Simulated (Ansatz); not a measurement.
TiAl

Input file:

```
crystal:
  lattice:
    - [3.179064, 0.0, 0.0]
    - [0.0, 3.179064, 0.0]
    - [0.0, 0.0, 3.179064]
  atoms:
    - { symbol: Ti, position: [0.0, -0.0314557996, -0.0314557996] }
    - { symbol: Al, position: [0.5, 0.5, 0.5] }
basis:
  ecutwfc: 500
kpoints:
  mp_grid: { grid: [16, 16, 16] }
hamiltonian:
  xc: r2scan
scf:
  occupations: { method: gaussian, width: 0.15 }
output:
  forces: true
  stress: true
  eigenvalues: true
  write_density: true
  write_potential: true
  elf: true
  volumetric_format: npy
```

Run with:

```sh
ansatz run input.yaml --threads 1 --pin off --max-ram 2560MiB --backend cpu --events-out ev --progress --plain --runs-dir out
```

Below, planes, directions and counts refer to the conventional cell (a = 3.18 Å, b = 4.50 Å, c = 4.50 Å, α = 90.00°, β = 90.00°, γ = 90.00°).

Space group Amm2; a structure from a database of computed crystals, not necessarily the ambient phase; changed on purpose from its base cell (atom 1 (Ti) moved by (-0.100, -0.100) A along y and z); not relaxed (largest force 1.0 eV/Å); computed without spin polarisation.

Computed with Ansatz 0.2.0, DFT r2SCAN, scalar-relativistic, plane waves, PAW.

Core electrons are frozen (PAW), and the valence fields are smoothed inside the atomic spheres.

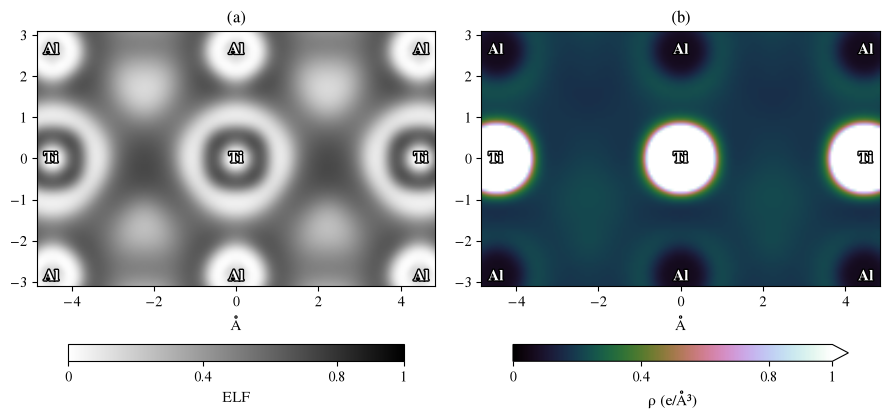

Figure 1. (a) electron localisation function; (b) valence electron density on the (101) plane of the conventional cell.

Q: What do the fields say about this system?

A:
- Atoms in the plane: Ti and Al.
- Ti–Al (2.64 Å): ρ is about 0.22 e/Å³ halfway; the ELF is about 0.25 at the midpoint (no localised pair shows between them).
- Ti–Al (2.87 Å): ρ at the midpoint is about 0.17 e/Å³; the ELF is about 0.25 at the midpoint: no shared electron pair shows on this line.
- Between the atoms the lowest density in this plane is 0.17 e/Å³.
- The features right at Ti lie inside the PAW spheres, where the map follows smoothed inner orbitals and isn't to be read closely.

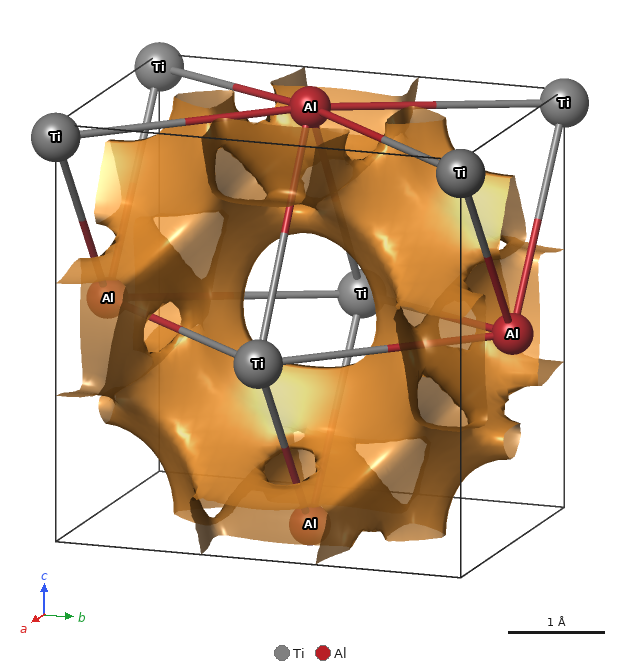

Figure 2. Isosurface of the ELF at 0.55 (orange), seen slightly off an axis. Only the valence region is drawn (cores and ρ < 0.01 e/Å³ removed). Sticks mark near contacts.

Q: Identify the bonds, lone pairs and shells in this picture.

A: The ELF exceeds this value in one network that runs through the whole crystal, counted in one cell of 4 atoms. Regions shared between cells count once.


 Ti–Al (2.76 Å): the ELF is about 0.25 at the midpoint; no shared electron pair shows on this line.

Q: Metal or insulator at this level of theory?

A: It is gapless in this calculation (a metal or semimetal).
